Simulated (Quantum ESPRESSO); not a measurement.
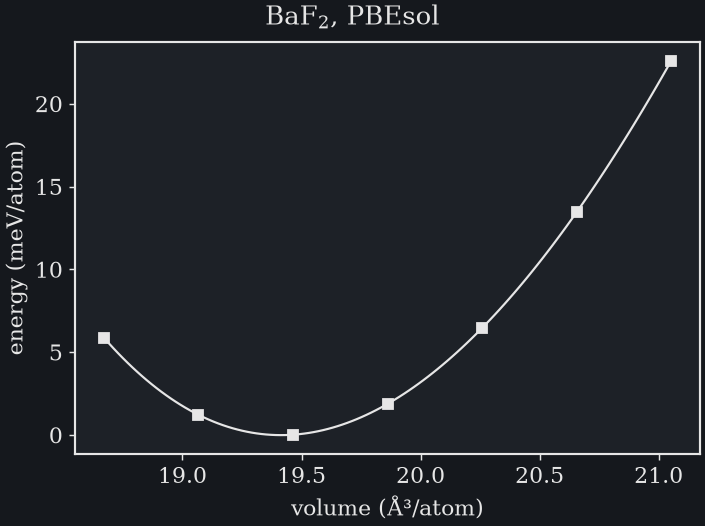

The figure shows the energy against volume for BaF₂, space group Fm-3m (No. 225).

The given structure:
```xyz
3
Lattice="0.0000 3.1000 3.1000 3.1000 0.0000 3.1000 3.1000 3.1000 0.0000" Properties=species:S:1:pos:R:3 pbc="T T T"
Ba    0.0000    0.0000    0.0000
F     4.6501    4.6501    4.6501
F     1.5500    1.5500    1.5500
```

How it was computed, with Quantum ESPRESSO 7.5: plane-wave DFT, no spin polarisation; energies at scaled volumes of the given cell, shape and fractions fixed, counted from the fit's minimum, third-order Birch-Murnaghan fit. Level: PBEsol.

| setting | value |
| --- | --- |
| k mesh | 8×8×8 |
| occupations | Fermi–Dirac |
| smearing width | 0.05 eV |
| potentials | PseudoDojo 0.4.1 SR PBEsol standard |
| wave cutoff | 1143 eV |
| density cutoff | 4572 eV |

From this curve and the settings, what does the calculation give for the pressure at the same points?

The pressure falls from 2.62 GPa at volume 18.67 Å³/atom to −4.09 GPa at 21.05 Å³/atom, and changes sign near 19.41 Å³/atom.

| volume (Å³/atom) | pressure (GPa) |
| --- | --- |
| 18.67 | 2.62 |
| 19.07 | 1.14 |
| 19.46 | −0.17 |
| 19.86 | −1.33 |
| 20.26 | −2.36 |
| 20.66 | −3.28 |
| 21.05 | −4.09 |

Keep in mind: this release of the barium file is off.
